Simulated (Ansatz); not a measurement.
```cif
data_structure
_symmetry_space_group_name_H-M 'P 1'
_symmetry_Int_Tables_number 1
_cell_length_a 6.8753
_cell_length_b 6.8753
_cell_length_c 8.4205
_cell_angle_alpha 90.000
_cell_angle_beta 90.000
_cell_angle_gamma 120.000
_cell_volume 344.71
loop_
_atom_site_label
_atom_site_type_symbol
_atom_site_fract_x
_atom_site_fract_y
_atom_site_fract_z
_atom_site_occupancy
Si1 Si 0.00000 0.00000 0.01484 1
Si2 Si 0.66667 0.33333 0.34818 1
Si3 Si 0.33333 0.66667 0.68151 1
Si4 Si 0.33333 0.66667 0.18151 1
Si5 Si 0.00000 0.00000 0.51484 1
Si6 Si 0.66667 0.33333 0.84818 1
Mo1 Mo 0.00000 0.75000 0.25000 1
Mo2 Mo 0.66667 0.08333 0.58333 1
Mo3 Mo 0.33333 0.41667 0.91667 1
Mo4 Mo 0.41667 0.08333 0.08333 1
Mo5 Mo 0.08333 0.41667 0.41667 1
Mo6 Mo 0.75000 0.75000 0.75000 1
Mo7 Mo 0.66667 0.58333 0.08333 1
Mo8 Mo 0.33333 0.91667 0.41667 1
Mo9 Mo 0.00000 0.25000 0.75000 1
Mo10 Mo 0.25000 0.25000 0.25000 1
Mo11 Mo 0.91667 0.58333 0.58333 1
Mo12 Mo 0.58333 0.91667 0.91667 1
Mo13 Mo 0.91667 0.33333 0.08333 1
Mo14 Mo 0.58333 0.66667 0.41667 1
Mo15 Mo 0.25000 0.00000 0.75000 1
Mo16 Mo 0.75000 0.00000 0.25000 1
Mo17 Mo 0.41667 0.33333 0.58333 1
Mo18 Mo 0.08333 0.66667 0.91667 1
```

Space group R3c; changed on purpose from its base cell (all Si atoms moved +0.125 Å, as atom 1 along Cartesian [1 1 1]); not relaxed (largest force 1.2 eV/Å); computed without spin polarisation.

These are results of DFT PBEsol, scalar-relativistic, plane waves, PAW (Ansatz 0.2.0), not measurements.

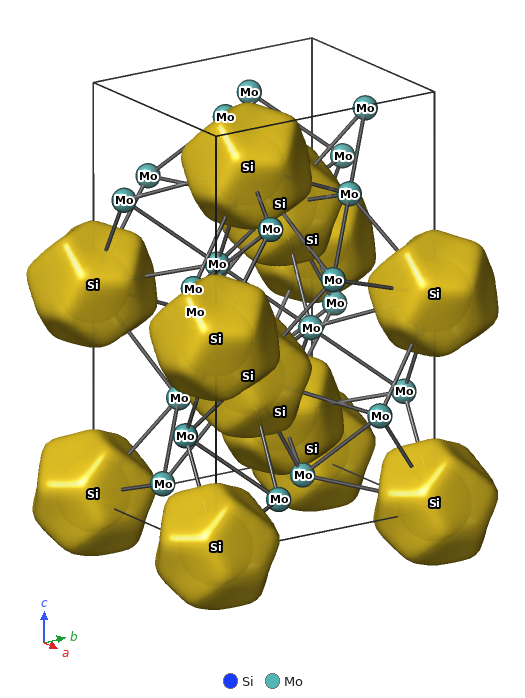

SiMo$_{3}$. Isosurface of the ELF at 0.55 (yellow), seen slightly off an axis. Only the valence region is drawn (cores and ρ < 0.01 e/Å³ removed). Sticks mark near contacts.

In a PAW calculation such maps are meaningful between the atoms, not at the nuclei.

### Describe the localisation domains.

The surface consists of six regions wrapped around Si (the valence shell of each), counted in one cell of 24 atoms. Any copies at cell faces, edges or corners count once.

Values along the shortest contacts:
Mo–Mo (2.43 Å): the ELF is about 0.30 at the midpoint. Si–Mo (2.62 Å): the ELF peaks at about 0.65 in the valence shell of Si, 0.9 Å from its nucleus, and is about 0.30 at the midpoint.

### Does the calculation make it a metal, or give it a gap?

It is gapless in this calculation (a metal or semimetal).
